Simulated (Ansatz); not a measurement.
```
CELL_PARAMETERS angstrom
6.99516 0.00000 0.00000
0.00000 6.99516 0.00000
0.00000 0.00000 6.99516
ATOMIC_POSITIONS crystal
Sr 0.00000 0.00000 0.00000
Sr 0.50000 0.50000 0.00000
Sr 0.50000 0.00000 0.50000
Sr 0.00000 0.50000 0.50000
Cl 0.25000 0.25000 0.25000
Cl 0.75000 0.75000 0.25000
Cl 0.75000 0.25000 0.75000
Cl 0.25000 0.75000 0.75000
Cl 0.75000 0.25000 0.25000
Cl 0.25000 0.75000 0.25000
Cl 0.25000 0.25000 0.75000
Cl 0.75000 0.75000 0.75000
```

Space group Fm-3m.

All numbers below come from Ansatz, DFT r2SCAN, scalar-relativistic, plane waves, PAW.

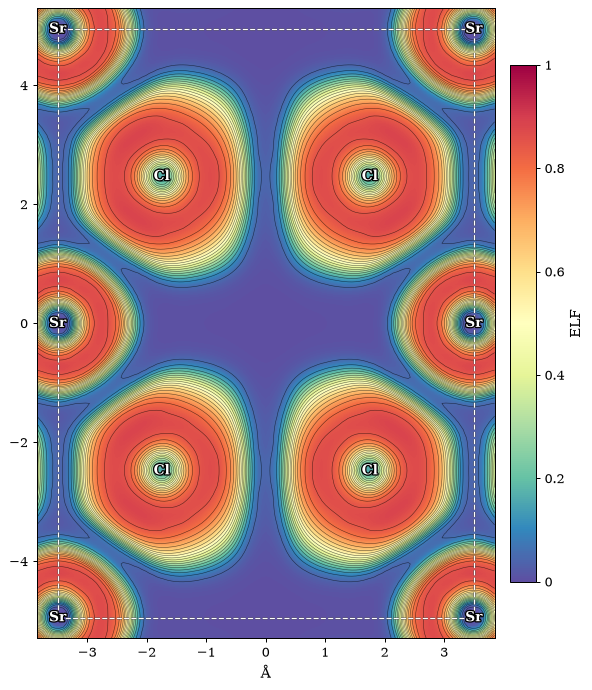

SrCl2. Electron localisation function on the (011) plane of the conventional cell.

Read the bonding off the picture.

Answer.
- Atoms in the plane: Sr and Cl.
- Sr–Cl (3.03 Å): the ELF peaks at about 0.90 in the valence shell of Cl, 0.8 Å from its nucleus, and drops to about 0.05 between the two atoms (an ionic contact with no shared pair).
- The features right at Sr lie inside the PAW spheres, where the map follows smoothed inner orbitals and isn't to be read closely.

Does the calculation make it a metal, or give it a gap?

Answer. It is gapped, with a Kohn–Sham gap of 5.9 eV on the k-point mesh, an upper bound to the gap of this method.
